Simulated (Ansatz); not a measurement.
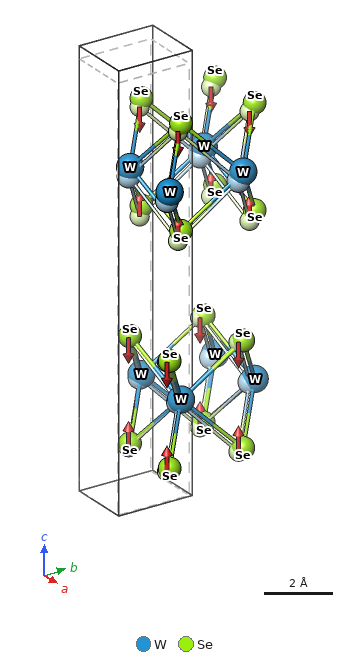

Crystalline WSe2 (built on the 2H (MoS2) bulk type), drawn pale, and a changed version of it, drawn solid. The red arrows show how the atoms are displaced (without the part that the change of the cell carries along), magnified 10 times. Besides, all lengths are scaled by +3.0 % (volume +9.3 %). A ball-and-stick model of the cell of the calculation, repeated 2 × 2 × 1 with one cell outlined, seen slightly off an axis.

Theory: DFT, r2SCAN with spin-orbit coupling, plane waves, PAW in Ansatz 0.2.0. (plane-wave cutoff 500 eV; k-point mesh 12 × 12 × 2; occupations fermi dirac; smearing width 0.02 eV; spin-orbit)

How are the atoms displaced, and what does the calculation give?

Answer. The Se atoms are displaced by 0.08 Å relative to the cell. No relaxation follows. It costs 14.2 meV per atom. The pressure goes from 1.3 to −3.6 GPa. The principal stresses (compression positive) are −0.2 GPa along c and −5.3 GPa across it. The largest forces, 0.028 eV/Å, act on 4 Se atoms of the calculation's cell. Some distances before and after: Se–W 2.530 → 2.554 Å. The space group stays P6_3/mmc (No. 194).
